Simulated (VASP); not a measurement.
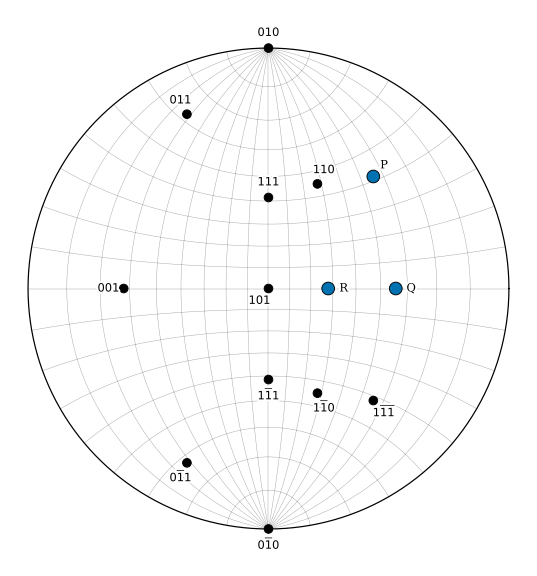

Crystal: FeSi2, the geometry relaxed with VASP 6.6.1, VASP Kohn-Sham DFT of a periodic cell, LAK, VASP PAW PBE potentials, recommended. Stereographic projection of plane normals (upper hemisphere) centred on (1 0 1). The drawing is computed from the coordinates (standard cell, symmetry found to 0.002 Å).

a = 2.704 Å, b = 2.704 Å, c = 5.107 Å, α = 90.00°, β = 90.00°, γ = 90.00°.

Question: Index the poles marked P, Q, R.

Answer: P is (1 1 −1), 65.1° from the centre; Q is (1 0 −1), 55.8° from the centre; R is (1 0 0), 27.9° from the centre.

Question: What is the angle between the normals of (1 0 1) and (1 1 −1), and what are their d_hkl = 1/|g|?

Answer: 65.1°; d = 2.389 Å and 1.790 Å.
